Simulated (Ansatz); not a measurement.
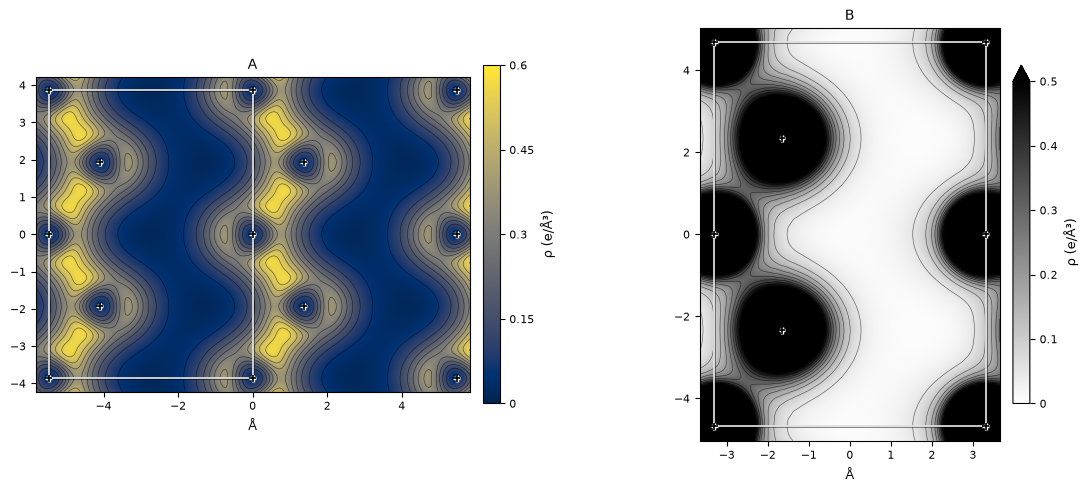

The valence charge density (pseudo) of 2 systems, each on a plane through atoms (crosses mark nuclei in the plane).

Level of theory: DFT PBE, scalar-relativistic, plane waves, PAW in Ansatz 0.2.0.

System 1: CdTe, the (011) plane of the conventional cell. Space group F-43m.

System 2: Si, the (101) plane of the conventional cell. Space group Fd-3m.

```cif
data_structure
_symmetry_space_group_name_H-M 'P 1'
_symmetry_Int_Tables_number 1
_cell_length_a 5.4697
_cell_length_b 5.4697
_cell_length_c 5.4697
_cell_angle_alpha 90.000
_cell_angle_beta 90.000
_cell_angle_gamma 90.000
_cell_volume 163.64
loop_
_atom_site_label
_atom_site_type_symbol
_atom_site_fract_x
_atom_site_fract_y
_atom_site_fract_z
_atom_site_occupancy
Si1 Si 0.25000 0.25000 0.25000 1
Si2 Si 0.75000 0.75000 0.25000 1
Si3 Si 0.75000 0.25000 0.75000 1
Si4 Si 0.25000 0.75000 0.75000 1
Si5 Si 0.00000 0.00000 0.00000 1
Si6 Si 0.50000 0.50000 0.00000 1
Si7 Si 0.50000 0.00000 0.50000 1
Si8 Si 0.00000 0.50000 0.50000 1
```

Which map belongs to which system?

Answer. Panel A is system 2, Si: the plane holds Si. Si–Si (2.37 Å): ρ at the midpoint is about 0.56 e/Å³. Panel B is system 1, CdTe: the plane holds Cd and Te. Cd–Te (2.87 Å): ρ is about 0.32 e/Å³ halfway.
